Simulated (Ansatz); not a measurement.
The structure in question:

Space group P-3m1 (No. 164). a = 3.073 Å, b = 3.073 Å, c = 4.895 Å, α = 90.00°, β = 90.00°, γ = 120.00°
```csv
atom,site,symmetry,x,y,z
Ta,2d,3m.,0.6667,0.3333,0.7430
N,1a,-3m.,0.0000,0.0000,0.0000
```

Q: Describe what this structure looks like.

A: Its composition is Ta₂N. Space group P-3m1 (No. 164), lattice primitive hexagonal. One cell contains 2 Ta, 1 N, 3 atoms in all. By contacts within bonding range, the coordination numbers are Ta 15 and N 6.

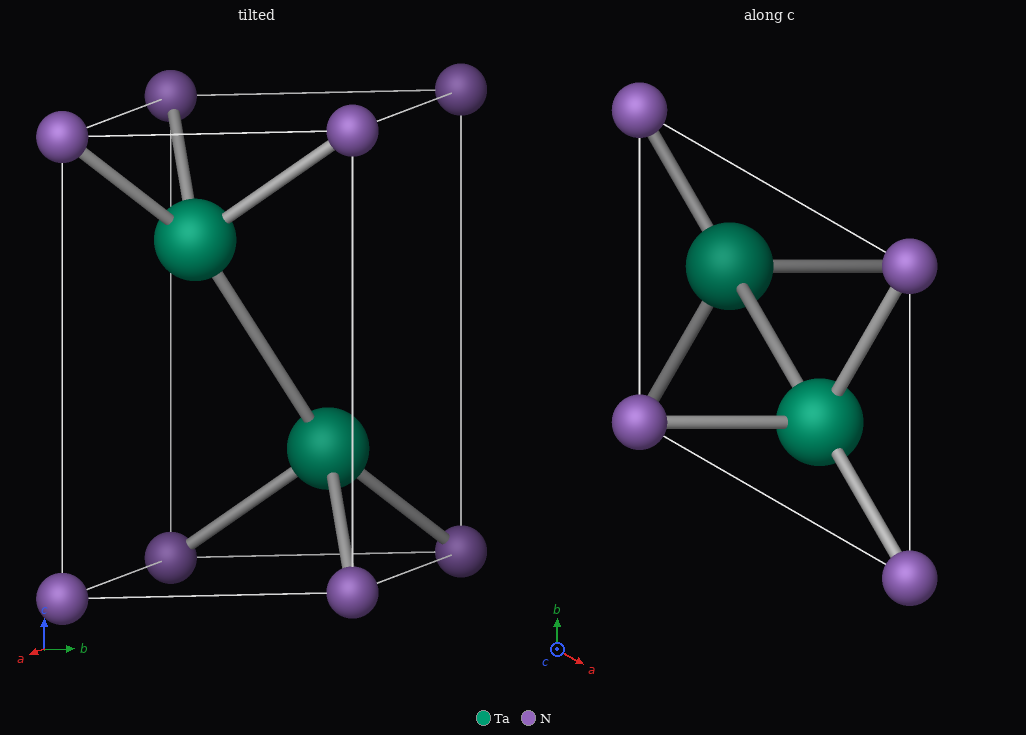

The image is a ball-and-stick drawing of a crystal, viewed slightly off an axis and along the c axis. Thin lines show the conventional unit cell, with boundary atoms drawn in all their periodic places. Colours: tantalum teal, nitrogen purple.

The model was built from a structure listed in the Materials Project. What is shown is the relaxed result from DFT r2SCAN, scalar-relativistic, plane waves, PAW in Ansatz.
